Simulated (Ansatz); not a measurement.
## Rb (I4/mmm): the states at the Fermi level

Input

```yaml
crystal:
  lattice:
    - [-2.95451186, 2.95451186, 2.7308452]
    - [2.95451186, -2.95451186, 2.7308452]
    - [2.95451186, 2.95451186, -2.7308452]
  atoms:
    - { symbol: Rb, position: [0.0, 0.0, 0.0] }
basis:
  ecutwfc: 420
kpoints:
  mp_grid: { grid: [10, 10, 10] }
hamiltonian:
  xc: pbe
scf:
  occupations: { method: gaussian, width: 0.05 }
output:
  forces: true
  eigenvalues: true
  eigenstates:
    nscf_kmesh: { grid: [24, 24, 24] }
    top_band: c6
    de_dk: true
    localisation: false
  stress: true
checkpoint:
  write: ck
  compress: false
  write_wavefunctions: false
  write_every: 100000
```

Run with:

```sh
ansatz run input.yaml --threads 1 --pin off --max-ram 3072MiB --backend cpu --events-out ev --progress --plain --runs-dir out
```

Level of theory: Ansatz 0.2.0, DFT PBE, scalar-relativistic, plane waves, PAW; levels and slopes on a dense k mesh at the converged density. No spin polarisation. The levels come from a k mesh of 24×24×24 points. Unrelaxed database geometry. The cell comes from a database of computed structures, not from a measurement.

Part 1: The sheets

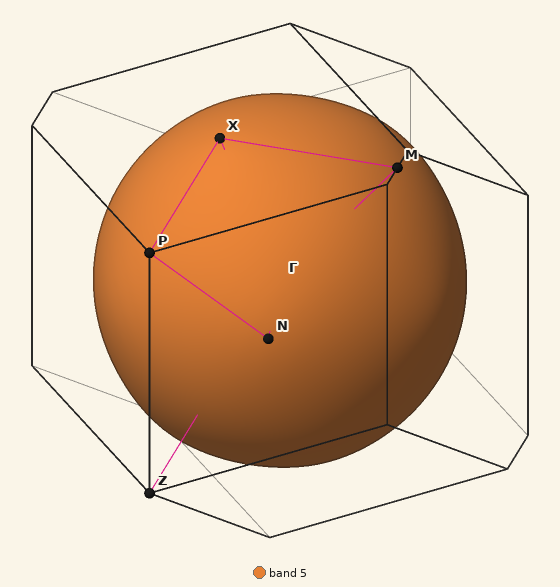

The figure shows the computed Fermi surface of this crystal. One band crosses. The brighter face of a sheet looks towards empty states.

Describe the Fermi surface sheet by sheet.

Answer. One band crosses the Fermi level; this is a three-dimensional metal.

Band 5: one electron pocket centred at Γ (50 % of the zone).

What does the calculation give for N(E_F) and the Drude plasma frequency?

Answer. The density of states at the Fermi level is 0.92 states/eV per primitive cell. The intraband plasma frequency is 3.6 eV in all directions.

Part 2: Speeds

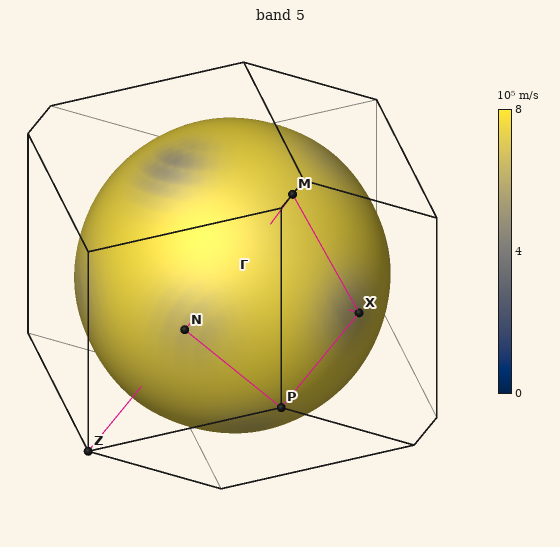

Fermi surface of this crystal, coloured by the Fermi speed.

Give the range and mean of the Fermi speed for each band.

Answer. Band 5: 6.3 to 7.6 × 10⁵ m/s over most of the sheet, 7.2 × 10⁵ m/s on average over states.

Part 3: Cuts and bands

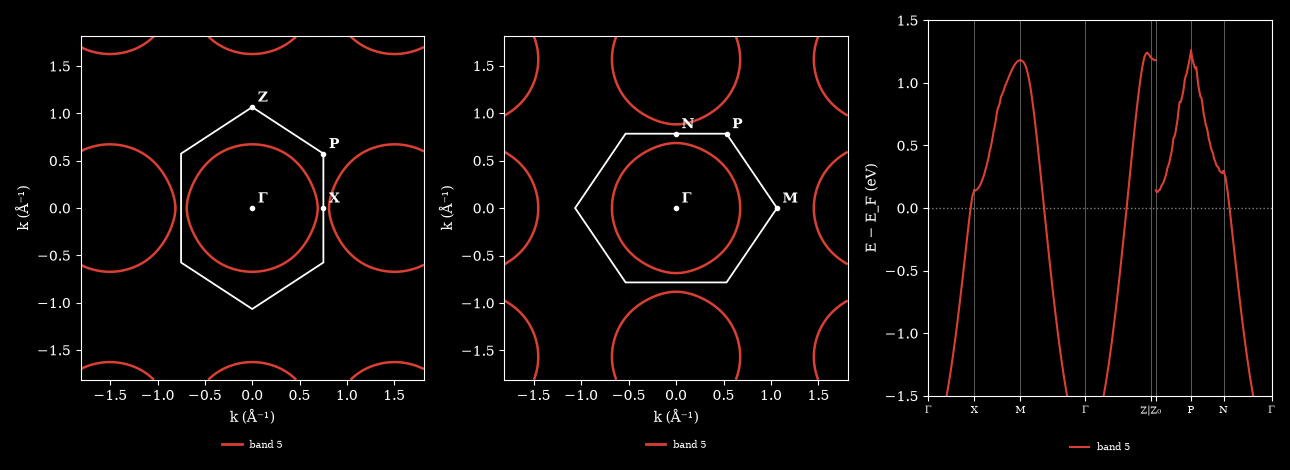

This crystal: cuts through the Fermi surface in the plane through Γ, X and P and the plane through Γ, M and P, and the bands that cross the Fermi level.

For each band, read its level at the labelled points (eV from the Fermi level).

Answer.
```csv
band,Γ,M,X,P,N
band 5,below,+1.18,+0.14,+1.26,+0.29
```

Negative values are filled states; "above" and "below" lie outside the plotted window.

Spin-orbit coupling is left out; with Rb it can split, shift or remove sheets. Necks and pockets thinner than about two mesh steps aren't resolved, so separate pockets may in truth be joined.

Cost: 75 s on 1 thread of Arm Neoverse N1 (shared host), peak memory 0.81 GiB.
